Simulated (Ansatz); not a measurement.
# Si3N4: the cell at several levels of theory, part 2 of 3

The system is Si3N4 in the beta-nitride host structure, a generated structure that needn't be the ground state.

Ansatz 0.2.0, plane waves.

## Step 3: Relaxation with r2SCAN

Start: the result of step 2.

File input.yaml:

```yaml
crystal:
  lattice:
    - [7.6638651611, 0.0, 0.0]
    - [-3.8319325806, 6.6371019207, 0.0]
    - [0.0, 0.0, 2.9263012369]
  atoms:
    - { symbol: Si, position: [0.2310840955, 0.8249752458, 0.75] }
    - { symbol: Si, position: [0.4061088496, 0.2310840955, 0.25] }
    - { symbol: Si, position: [0.8249752458, 0.5938911504, 0.25] }
    - { symbol: Si, position: [0.1750247542, 0.4061088496, 0.75] }
    - { symbol: Si, position: [0.5938911504, 0.7689159045, 0.75] }
    - { symbol: Si, position: [0.7689159045, 0.1750247542, 0.25] }
    - { symbol: "N", position: [0.3333333333, 0.6666666667, 0.75] }
    - { symbol: "N", position: [0.6666666667, 0.3333333333, 0.25] }
    - { symbol: "N", position: [0.9691646192, 0.6699931104, 0.75] }
    - { symbol: "N", position: [0.2991715089, 0.9691646192, 0.25] }
    - { symbol: "N", position: [0.6699931104, 0.7008284911, 0.25] }
    - { symbol: "N", position: [0.3300068896, 0.2991715089, 0.75] }
    - { symbol: "N", position: [0.0308353808, 0.3300068896, 0.25] }
    - { symbol: "N", position: [0.7008284911, 0.0308353808, 0.75] }
kpoints:
  mp_grid: { grid: [6, 6, 8] }
hamiltonian:
  xc: r2scan
scf:
  occupations: { method: fermi_dirac, width: 0.02 }
relax:
  f_tol: 0.005
  cell: {}
output:
  write_density: true
  write_potential: true
  elf: true
  volumetric_format: npy
```

The program printed:

```text
Engine: ansatz 0.2.0, x86_64-unknown-linux-gnu
Pseudopotentials: kind: paw
Pseudopotential: Si, paw, valence charge 4, recommended cutoff 500 eV (meta_gga), Si.paw.azcp
Pseudopotential: N, paw, valence charge 5, recommended cutoff 500 eV (meta_gga), N.paw.azcp
Functional definition: r2SCAN
  parameter k0 = 0.174
  parameter k1 = 0.065
  parameter a1 = 4.9479
  exchange = r2scan_x(k0 = k0, k1 = k1, a1 = a1)
  correlation = r2scan_c
Crystal: 14 atoms, lattice volume = 148.849 Å³
Basis set: ecut = 500 eV, 3779 PW (Γ), exchange–correlation on 240×240×96 points (64 copies of the dense FFT grid, shifted against one another)
Bands: 46, of which v1, the nominal top of the filled ones, is band 32 counted from 1 (31 counted from 0)
Symmetry: 12 space group operations
Space group: P63/m (ITA 176), of the structure as read, at distance tolerance 5.3e-5 Å
k-points: 40 of 288
Non-local potential: Si, projectors of the file, l = 0: 2, l = 1: 2, l = 2: 2
Non-local potential: N, projectors of the file, l = 0: 2, l = 1: 2, l = 2: 1
PAW form: soft (Blöchl's): semilocal exchange-correlation on the pseudo side does not see the compensation charge
PAW frozen core: Si, regenerated for the run's functional (the file was generated under x = pbe(κ = 0.804, μ = 0.2195149727645171), c = pbe(β = 0.06672455060314922))
PAW frozen core: N, regenerated for the run's functional (the file was generated under x = pbe(κ = 0.804, μ = 0.2195149727645171), c = pbe(β = 0.06672455060314922))
PAW one-centre angular grid: Si, 302 points (default); XC on 160 Gauss nodes
PAW one-centre angular grid: N, 302 points (default); XC on 160 Gauss nodes
Initial density: superposition of atomic densities (neutral atoms: chi_scale 0, normalization atom), corrected by the library's trained network
Initial wavefunctions: pseudopotential atomic-orbital guess
Functional: x = r2scan, c = r2scan; τ floored in thin density (d = 2e-4 eV/Å³)
SCF iter   1: F=—  HF=-6930.403436 eV  |F-HF|=—  |Δ(HF+E_count)|=         —  Δρ=7.71e-3  dr2=8.31e-2  dr2_τ=1.52e0  ethr=1.77e-3  ⟨swp⟩=7.6  Hψ=9890  notcnv=0  defer=6
preconditioner: auto → Resta (q_TF=auto, 2.370 Å⁻¹)  ε∞=3.6  [insulator: Δε(μ)=4.948 eV  Ē_g=15.183 eV  σ=0.020 eV  W_gap=1.00  n_scr=32 (ndim 8)  ℏωp=24.3 eV  f_vac=0.035  D(μ)=0.00/eV (n_scr^D=0)  ε∞_Penn≈3.6]
SCF iter   2: F=—  HF=-6930.796975 eV  |F-HF|=—  |Δ(HF+E_count)|=   3.94e-1  Δρ=5.53e-3  dr2=3.26e-2  dr2_τ=7.74e-4  ethr=1.30e-4  ⟨swp⟩=3.0  Hψ=3920  notcnv=0  defer=320
SCF iter   3: F=—  HF=-6930.792568 eV  |F-HF|=—  |Δ(HF+E_count)|=   4.41e-3  Δρ=9.10e-4  dr2=8.56e-4  dr2_τ=1.45e-4  ethr=5.10e-5  ⟨swp⟩=2.0  Hψ=2758  notcnv=0  defer=320
SCF iter   4: F=—  HF=-6930.792765 eV  |F-HF|=—  |Δ(HF+E_count)|=   1.98e-4  Δρ=2.18e-4  dr2=6.32e-5  dr2_τ=8.66e-6  ethr=1.34e-6  ⟨swp⟩=2.0  Hψ=2806  notcnv=0  defer=320
SCF iter   5: F=—  HF=-6930.792762 eV  |F-HF|=—  |Δ(HF+E_count)|=   3.42e-6  Δρ=8.51e-5  dr2=9.51e-6  dr2_τ=1.62e-6  ethr=9.87e-8  ⟨swp⟩=2.0  Hψ=2999  notcnv=0  defer=320
SCF iter   6: F=—  HF=-6930.792763 eV  |F-HF|=—  |Δ(HF+E_count)|=   1.06e-6  Δρ=2.69e-5  dr2=1.14e-6  dr2_τ=6.11e-8  ethr=1.49e-8  ⟨swp⟩=2.0  Hψ=2561  notcnv=0  defer=320
SCF iter   7: F=—  HF=-6930.792763 eV  |F-HF|=—  |Δ(HF+E_count)|=   1.72e-7  Δρ=8.54e-6  dr2=1.26e-7  dr2_τ=6.70e-9  ethr=1.79e-9  ⟨swp⟩=2.0  Hψ=2799  notcnv=0  defer=320
SCF iter   8: F=-6930.792763 eV  HF=-6930.792763 eV  |F-HF|=2.19e-9  |Δ(HF+E_count)|=   2.17e-8  Δρ=1.01e-6  dr2=3.45e-9  dr2_τ=1.05e-10  ethr=1.56e-10  ⟨swp⟩=8.8  Hψ=10963  notcnv=0
SCF 1 converged in 8 iterations: F = -6930.792763 eV  dr2 = 3.45e-9
relax step   1: F+E_penalty+E_count = -6930.79276296 eV  Δ(F+E_penalty+E_count) = +0.000e0 eV  max|allowed force component| = 4.453e-2 eV/Å  Δτ_max = 0.0000 Å  P = -5.628 GPa  Ω = 148.849 Å³  (8 SCF iters, dr2 threshold 1.00e-7 eV, accepted)
Crystal: 14 atoms, lattice volume = 147.120 Å³
Basis set: ecut = 500 eV, 3755 PW (Γ), exchange–correlation on 240×240×96 points (64 copies of the dense FFT grid, shifted against one another)
Initial density: handed on by an earlier stage of this run
Initial wavefunctions: those handed on with the density
iter 1 solved again at ethr=2.15e-5 eV; its pass at ethr=3.10e-3 eV (dr2=1.38e-2 eV) is discarded
SCF iter   1: F=—  HF=-6930.838222 eV  |F-HF|=—  |Δ(HF+E_count)|=         —  Δρ=2.86e-3  dr2=1.29e-2  dr2_τ=7.14e-3  ethr=2.15e-5  ⟨swp⟩=4.2  Hψ=6701  notcnv=0  defer=1
preconditioner: auto → Resta (q_TF=auto, 2.375 Å⁻¹)  ε∞=3.6  [insulator: Δε(μ)=4.993 eV  Ē_g=15.287 eV  σ=0.020 eV  W_gap=1.00  n_scr=32 (ndim 8)  ℏωp=24.5 eV  f_vac=0.034  D(μ)=0.00/eV (n_scr^D=0)  ε∞_Penn≈3.6]
SCF iter   2: F=—  HF=-6930.838878 eV  |F-HF|=—  |Δ(HF+E_count)|=   6.56e-4  Δρ=9.47e-4  dr2=1.56e-3  dr2_τ=2.07e-4  ethr=2.01e-5  ⟨swp⟩=2.5  Hψ=3495  notcnv=0
SCF iter   3: F=—  HF=-6930.838784 eV  |F-HF|=—  |Δ(HF+E_count)|=   9.37e-5  Δρ=3.68e-4  dr2=1.99e-4  dr2_τ=5.49e-6  ethr=2.44e-6  ⟨swp⟩=3.0  Hψ=3100  notcnv=0
SCF iter   4: F=—  HF=-6930.838705 eV  |F-HF|=—  |Δ(HF+E_count)|=   7.87e-5  Δρ=4.62e-5  dr2=5.24e-6  dr2_τ=1.56e-7  ethr=3.12e-7  ⟨swp⟩=2.5  Hψ=3164  notcnv=0
SCF iter   5: F=-6930.838707 eV  HF=-6930.838707 eV  |F-HF|=8.09e-8  |Δ(HF+E_count)|=   1.58e-6  Δρ=2.14e-5  dr2=6.76e-7  dr2_τ=7.80e-8  ethr=2.19e-9  ⟨swp⟩=9.7  Hψ=13020  notcnv=0
SCF 2 converged in 5 iterations: F = -6930.838707 eV  dr2 = 6.76e-7
  Residual-converged pass: ⟨swp⟩=1.1  Hψ=2002  notcnv=0  max |occ|·‖R‖ = 7.1e-9 eV (tolerance 1.0e-8 eV)  dr2=6.76e-7  dr2_τ=7.80e-8  dr2_onsite=2.89e-8  max |Δocc| = 0.0e0
relax step   2: F+E_penalty+E_count = -6930.83870684 eV  Δ(F+E_penalty+E_count) = -4.594e-2 eV  max|allowed force component| = 2.990e-2 eV/Å  Δτ_max = 0.0019 Å  P = -2.776 GPa  Ω = 147.120 Å³  energy of the carried Pulay correction = +4.306e-4 eV  (5 SCF iters, dr2 threshold 1.40e-6 eV, accepted)
Crystal: 14 atoms, lattice volume = 145.504 Å³
Basis set: ecut = 500 eV, 3695 PW (Γ), exchange–correlation on 240×240×96 points (64 copies of the dense FFT grid, shifted against one another)
iter 1 solved again at ethr=1.97e-5 eV; its pass at ethr=3.10e-3 eV (dr2=1.26e-2 eV) is discarded
SCF iter   1: F=—  HF=-6930.852773 eV  |F-HF|=—  |Δ(HF+E_count)|=         —  Δρ=2.77e-3  dr2=1.18e-2  dr2_τ=6.58e-3  ethr=1.97e-5  ⟨swp⟩=3.5  Hψ=6476  notcnv=0  defer=1
preconditioner: auto → Resta (q_TF=auto, 2.379 Å⁻¹)  ε∞=3.6  [insulator: Δε(μ)=5.039 eV  Ē_g=15.391 eV  σ=0.020 eV  W_gap=1.00  n_scr=32 (ndim 8)  ℏωp=24.6 eV  f_vac=0.033  D(μ)=0.00/eV (n_scr^D=0)  ε∞_Penn≈3.6]
SCF iter   2: F=—  HF=-6930.853282 eV  |F-HF|=—  |Δ(HF+E_count)|=   5.10e-4  Δρ=9.26e-4  dr2=1.45e-3  dr2_τ=1.89e-4  ethr=1.84e-5  ⟨swp⟩=2.6  Hψ=3519  notcnv=0
SCF iter   3: F=—  HF=-6930.853195 eV  |F-HF|=—  |Δ(HF+E_count)|=   8.75e-5  Δρ=3.55e-4  dr2=1.84e-4  dr2_τ=5.14e-6  ethr=2.26e-6  ⟨swp⟩=3.0  Hψ=3128  notcnv=0
SCF iter   4: F=—  HF=-6930.853119 eV  |F-HF|=—  |Δ(HF+E_count)|=   7.56e-5  Δρ=4.38e-5  dr2=4.79e-6  dr2_τ=1.02e-7  ethr=2.88e-7  ⟨swp⟩=2.3  Hψ=3133  notcnv=0
SCF iter   5: F=-6930.853121 eV  HF=-6930.853121 eV  |F-HF|=7.17e-8  |Δ(HF+E_count)|=   1.50e-6  Δρ=1.49e-5  dr2=3.63e-7  dr2_τ=1.99e-8  ethr=2.19e-9  ⟨swp⟩=9.6  Hψ=12028  notcnv=0
SCF 3 converged in 5 iterations: F = -6930.853121 eV  dr2 = 3.63e-7
  Residual-converged pass: ⟨swp⟩=1.0  Hψ=2001  notcnv=0  max |occ|·‖R‖ = 7.0e-9 eV (tolerance 1.0e-8 eV)  dr2=3.63e-7  dr2_τ=1.99e-8  dr2_onsite=9.45e-9  max |Δocc| = 0.0e0
relax step   3: F+E_penalty+E_count = -6930.85312062 eV  Δ(F+E_penalty+E_count) = -1.441e-2 eV  max|allowed force component| = 1.173e-2 eV/Å  Δτ_max = 0.0021 Å  P = +0.088 GPa  Ω = 145.504 Å³  energy of the carried Pulay correction = +8.379e-4 eV  (5 SCF iters, dr2 threshold 1.40e-6 eV, accepted)
[... 8 lines left out ...]
relax step   4: F+E_penalty+E_count = -6930.85315057 eV  Δ(F+E_penalty+E_count) = -2.995e-5 eV  max|allowed force component| = 5.860e-3 eV/Å  Δτ_max = 0.0006 Å  P = +0.002 GPa  Ω = 145.556 Å³  energy of the carried Pulay correction = +8.246e-4 eV  (4 SCF iters, dr2 threshold 5.43e-8 eV, accepted)
[... 9 lines left out ...]
relax step   5: F+E_penalty+E_count = -6930.85315713 eV  Δ(F+E_penalty+E_count) = -6.563e-6 eV  max|allowed force component| = 3.245e-4 eV/Å  Δτ_max = 0.0006 Å  P = +0.001 GPa  Ω = 145.562 Å³  energy of the carried Pulay correction = +8.232e-4 eV  (5 SCF iters, dr2 threshold 2.15e-9 eV, accepted)
Initial wavefunctions: pseudopotential atomic-orbital guess (no wavefunctions were taken with the density)
iter 1 solved again at ethr=1.39e-7 eV; its pass at ethr=3.10e-3 eV (dr2=8.87e-5 eV) is discarded
SCF iter   1: F=—  HF=-6930.852356 eV  |F-HF|=—  |Δ(HF+E_count)|=         —  Δρ=4.03e-5  dr2=2.19e-7  dr2_τ=7.67e-7  ethr=1.39e-7  ⟨swp⟩=4.2  Hψ=15664  notcnv=0
SCF iter   2: F=—  HF=-6930.852295 eV  |F-HF|=—  |Δ(HF+E_count)|=   6.05e-5  Δρ=2.08e-5  dr2=5.73e-8  dr2_τ=7.37e-8  ethr=3.42e-10  ⟨swp⟩=2.6  Hψ=3276  notcnv=0
SCF iter   3: F=—  HF=-6930.852295 eV  |F-HF|=—  |Δ(HF+E_count)|=   2.09e-7  Δρ=1.28e-6  dr2=7.59e-10  dr2_τ=3.69e-10  ethr=8.96e-11  ⟨swp⟩=2.0  Hψ=3120  notcnv=0
SCF iter   4: F=-6930.852295 eV  HF=-6930.852295 eV  |F-HF|=3.18e-11  |Δ(HF+E_count)|=   1.68e-9  Δρ=3.37e-7  dr2=8.25e-11  dr2_τ=1.72e-11  ethr=1.00e-12  ⟨swp⟩=10.0  Hψ=10098  notcnv=0
SCF 6 converged in 4 iterations: F = -6930.852295 eV  dr2 = 8.25e-11
relax step   6: F+E_penalty+E_count = -6930.85229531 eV  Δ(F+E_penalty+E_count) = +8.618e-4 eV  max|allowed force component| = 3.236e-4 eV/Å  Δτ_max = 0.0000 Å  P = +0.006 GPa  Ω = 145.562 Å³  stress off target by 1.09e-2 GPa  SCF on the basis re-selected at this cell (its energy is not comparable with the rows above)  (4 SCF iters)
basis re-selected at this cell: Δ(F+E_penalty+E_count) = +8.618e-4 eV, ΔP = +0.006 GPa vs the last step (what re-selecting the basis moved, of the pressure what is left beyond the Pulay correction that the steps carried, after the strain that the cell walked since its last selection, with what the two solves' SCF thresholds leave and, on support functions, any second-order correction that the steps lacked; it is no measure of the basis error at this ecutwfc). This SCF's stress stands 1.09e-2 GPa from its target on what of the cell is left free (relax.cell.stress_tol is 5.00e-2 GPa) and its largest allowed force component is 3.24e-4 eV/Å (relax.f_tol is 5.00e-3 eV/Å): within both
SCF converged after 4 iterations
Free energy (F): -6930.852295 eV
Harris-Foulkes:  -6930.852295 eV  (|F-HF|=3.18e-11)
Internal energy: -6930.852295 eV  (E = F + TS)
E sigma→0 (E₀):  -6930.852295 eV
Fermi energy:    10.543710 eV
--- Per-component energies (eV) ---
  E_band       = 28.576353
  E_kinetic    = 1360.345221
  E_local      = -2151.267467  (includes V_loc(G=0)·N_el)
  E_nonlocal   = 499.173993
  E_hartree    = 724.401447
  E_xc         = -804.487662
  E_vxc        = -1003.530364  (∫ρ·V_xc dr)
  E_paw        = -4153.307895  (= ΣΔE_a)
  E_vpaw       = -178.969457  (= ΣTr[D̂ρ^β])
  E_aug_tail   = 0.000167  (compensation charges beyond the density's cutoff)
  E_vtau       = 54.021191  (kinetic-family band-sum trace: ∫τ·v_τ [+ j·A + Jᵃ·Aᵃ] dr)
  E_ewald      = -2405.014985
  E_core_change = -0.695115  (= ΣΔE_core)
  E_smearing   = -0.000000  (= −TS)
  E_closure    = -0.000000  (closes the sum)
  Σ components = -6930.852295   (vs F -6930.852295, Δ=0.00e0)
--- Forces (eV/Å), atoms counted from 1 ---
  atom   1  Si    -0.00022491     0.00024382     0.00000000
  atom   2  Si    -0.00032361    -0.00007287    -0.00000000
  atom   3  Si     0.00009870     0.00031669     0.00000000
  atom   4  Si    -0.00009870    -0.00031669    -0.00000000
  atom   5  Si     0.00032361     0.00007287     0.00000000
  atom   6  Si     0.00022491    -0.00024382    -0.00000000
  atom   7  N     -0.00000000     0.00000000     0.00000000
  atom   8  N      0.00000000    -0.00000000    -0.00000000
  atom   9  N      0.00009580     0.00029255    -0.00000000
  atom  10  N     -0.00020546     0.00022924    -0.00000000
  atom  11  N      0.00030126     0.00006331     0.00000000
  atom  12  N     -0.00030126    -0.00006331    -0.00000000
  atom  13  N     -0.00009580    -0.00029255     0.00000000
  atom  14  N      0.00020546    -0.00022924     0.00000000
  max |Σ_I F_I| component: 4.15e-18 eV/Å
--- Stress (GPa, compression-positive) ---
        0.004134       0.000007       0.000000
       -0.000007       0.004134       0.000000
        0.000000       0.000000       0.010875
  P = ⅓ Tr σ = 0.0064 GPa (0.064 kbar)
--- Band table (eV; the first three rows and the last of 40) ---
  k-point 0: bands = ["-11.0621", "-9.5916", "-9.5916", "-8.9371", "-8.7999", "-8.7999", "-7.5810", "-7.2768", "-0.2449", "-0.2449", "-0.1815", "0.5092", "0.5092", "2.0696", "2.0696", "2.9451", "3.3377", "3.8782", "3.8782", "4.0471", "4.0471", "4.6345", "4.6345", "4.6546", "5.1854", "6.4467", "6.4467", "6.7430", "6.7430", "7.5767", "7.6294", "7.8379", "13.0422", "13.2916", "13.6078", "13.6078", "13.9369", "13.9369", "14.6086", "16.2955", "16.8666", "16.8666", "17.3330", "18.4420", "18.4421", "18.7235"]
  k-point 1: bands = ["-10.8710", "-9.4219", "-9.4219", "-8.8057", "-8.6566", "-8.6566", "-7.5076", "-7.2536", "-0.2250", "-0.2250", "-0.0549", "0.5388", "0.5388", "2.1364", "2.1364", "2.5710", "2.9518", "3.3453", "3.3453", "3.4384", "3.4384", "4.4180", "4.5511", "4.5511", "4.5971", "6.4049", "6.4049", "6.7686", "6.7686", "6.9192", "7.1349", "8.0334", "13.8912", "14.1958", "14.4827", "14.4827", "14.5045", "14.5045", "14.9435", "16.3845", "16.6737", "16.6737", "17.8522", "18.0125", "18.0125", "18.1221"]
  k-point 2: bands = ["-10.3217", "-8.9509", "-8.9509", "-8.4630", "-8.2832", "-8.2832", "-7.3386", "-7.2640", "-0.4584", "-0.4584", "0.2795", "0.2801", "0.2801", "1.2049", "2.1220", "2.1220", "2.3953", "2.4452", "2.4452", "2.8927", "2.8927", "3.3588", "4.3332", "4.4946", "4.4946", "5.7748", "6.2990", "6.2990", "6.4409", "6.6943", "6.6943", "7.9758", "14.4102", "14.4102", "15.0600", "15.4738", "15.4738", "15.7090", "15.9967", "16.5861", "16.5861", "16.7545", "16.8044", "16.8044", "17.3899", "17.7579"]
  k-point 39: bands = ["-8.5163", "-8.5163", "-7.9478", "-7.9478", "-7.9305", "-7.9305", "-7.2721", "-7.2721", "-1.2847", "-1.2847", "-0.6496", "-0.6496", "-0.4333", "-0.4333", "1.3957", "1.3957", "1.7016", "1.7016", "3.0884", "3.0884", "3.3270", "3.3270", "3.5728", "3.5728", "5.2373", "5.2373", "6.0823", "6.0823", "6.5889", "6.5889", "6.9099", "6.9099", "13.7276", "13.7276", "14.5207", "14.5207", "14.9139", "14.9139", "15.1118", "15.1118", "15.3811", "15.3811", "16.4512", "16.4512", "17.8773", "17.8773"]
--- Relaxed structure (5 steps of the walk, 5 accepted, 1 SCFs on fresh bases) ---
  F+E_penalty+E_count = -6930.85229531 eV   max|allowed force component| = 3.236e-4 eV/Å   (the final SCF, on the basis selected at the relaxed cell)
  cell:  # Å, volume = 145.5619 Å³
    - [7.605664685598326, 2.8648472719318124e-11, 0.0]
    - [-3.8028323428239723, 6.586698830380011, 0.0]
    - [0.0, 0.0, 2.905645747314315]
  atoms:
    - { symbol: Si, position: [0.23061121425427558, 0.8245680108565054, 0.7500000000000001] }
    - { symbol: Si, position: [0.4060432033977701, 0.2306112142542755, 0.25000000000000006] }
    - { symbol: Si, position: [0.8245680108565052, 0.5939567966022299, 0.25000000000000006] }
    - { symbol: Si, position: [0.17543198914349456, 0.40604320339777006, 0.7500000000000001] }
    - { symbol: Si, position: [0.5939567966022299, 0.7693887857457246, 0.7500000000000001] }
    - { symbol: Si, position: [0.7693887857457243, 0.1754319891434946, 0.25000000000000006] }
    - { symbol: N, position: [0.33333333333333326, 0.6666666666666667, 0.7500000000000001] }
    - { symbol: N, position: [0.6666666666666666, 0.33333333333333326, 0.25000000000000006] }
    - { symbol: N, position: [0.9687376642976535, 0.6696816966788318, 0.7500000000000001] }
    - { symbol: N, position: [0.29905596761882164, 0.9687376642976535, 0.25000000000000006] }
    - { symbol: N, position: [0.6696816966788317, 0.7009440323811783, 0.25000000000000006] }
    - { symbol: N, position: [0.3303183033211682, 0.29905596761882164, 0.7500000000000001] }
    - { symbol: N, position: [0.03126233570234657, 0.3303183033211682, 0.25000000000000006] }
    - { symbol: N, position: [0.7009440323811782, 0.031262335702346565, 0.7500000000000001] }
```

Run time: 34 s. Hardware: 1 × NVIDIA H100 80GB HBM3 with 2 threads of AMD EPYC 7R13 (Zen 3), shared host; peak host memory 1.4 GiB.

The steps:

```csv
step,energy change (meV/atom),largest force (eV/Å),pressure (GPa),volume (Å³/atom)
1,0.0,0.0445,-5.63,10.632
2,-3.3,0.0299,-2.78,10.509
3,-4.3,0.0117,0.09,10.393
4,-4.3,0.0059,0.00,10.397
5,-4.3,0.0003,0.00,10.397
6,-4.3,0.0003,0.01,10.397
```

Step 6 solves the same cell on a plane-wave basis chosen anew, so the energy can jump there without a move.

The table lists every geometry solved, with passes on a fresh basis, whose energies don't compare exactly with the rows above.

|  | before | after | change |
| --- | --- | --- | --- |
| a (Å) | 7.664 | 7.606 | -0.76 % |
| c (Å) | 2.926 | 2.906 | -0.71 % |
| volume (Å³/atom) | 10.632 | 10.397 | -2.21 % |
| shortest distance (Å) | 1.743 | 1.729 | -0.76 % |
| space group | P6_3/m | P6_3/m | same |

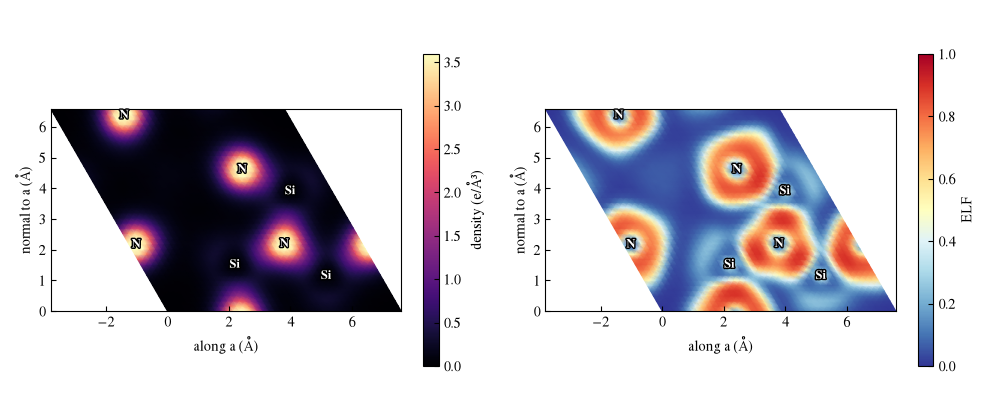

Density (left) and ELF (right) in a lattice plane of the grid's cell (edges 7.61 and 7.61 Å, at 0.250 of the third edge), which holds Si and N. Only atoms in the plane are labelled. Both are smooth fields of the valence electrons: close to the nuclei they are not physical.

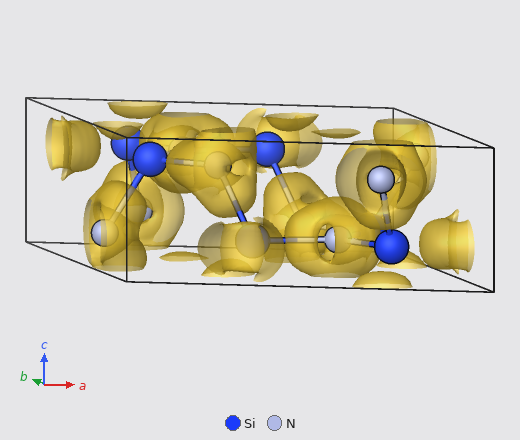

Surface of ELF = 0.78, drawn in one cell.

Outside the cores ELF peaks at 0.90 on the N–Si line, 0.8 Å from N; 0.84 in the shell around N, 0.6 Å from N; 0.83 beside N, off the lines to its neighbours, 0.7 Å from N.

(Continued in part 3 of 3.)
